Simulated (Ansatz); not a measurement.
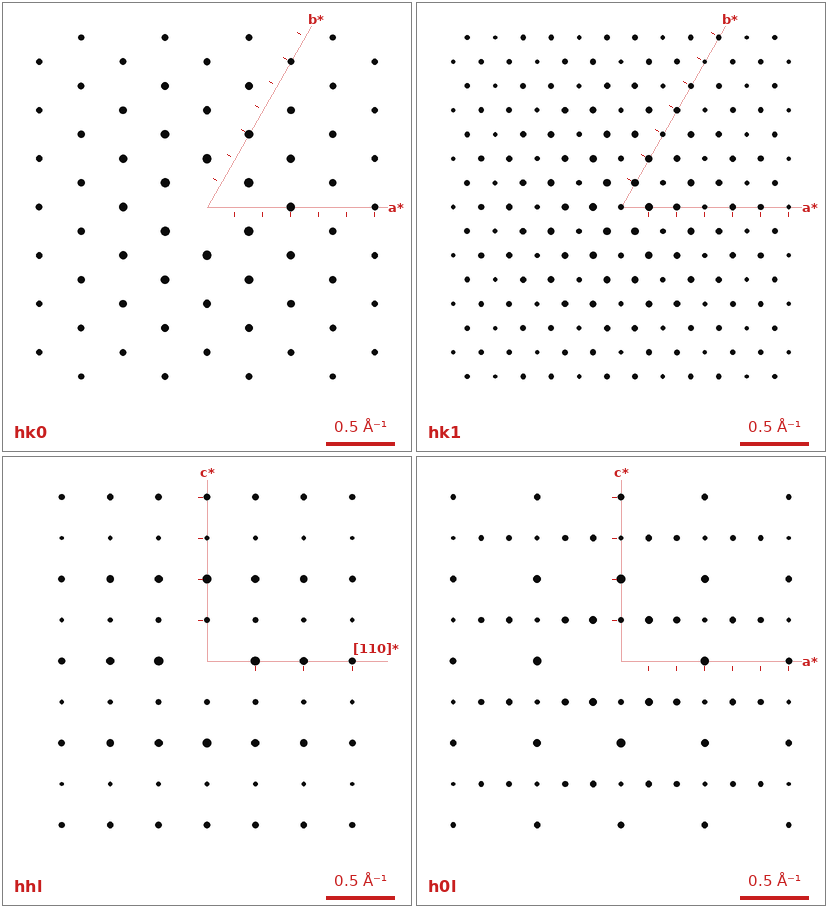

Four undistorted layers of reciprocal space, calculated for a single crystal (X-rays, kinematic |F|², B = 0.5 Å²). Tick marks count the reciprocal lattice steps of the conventional cell along each axis.

The compound is Bi. Structure: the end point of a relaxation with DFT, LDA (PW92), plane waves (420 eV) with PAW, scalar-relativistic in Ansatz 0.2.0; the starting structure was generated, so it need not be a known form of this composition.

**What cell do the layers give?**

a* = 0.207, b* = 0.207, c* = 0.303 Å⁻¹, γ* = 60°; the cell is hexagonal with a = 5.58 Å, c = 3.30 Å (hexagonal axes).

**List the systematic absences.**

Reflections are present only under these conditions. hkl: no condition; hk0: no condition; h0l: no condition; hhl: no condition; 00l: no condition. The lattice is primitive (P). A few very weak reflections are below the display threshold.

**Which space groups fit?**

The intensities have Laue symmetry 6/mmm (the hk0 layer shows 6mm, hk1 shows 6mm). With these conditions the candidates are P622 (No. 177), P6mm (No. 183), P-6m2 (No. 187), P-62m (No. 189), P6/mmm (No. 191). Diffraction geometry alone does not choose among them; the structure has P6/mmm.
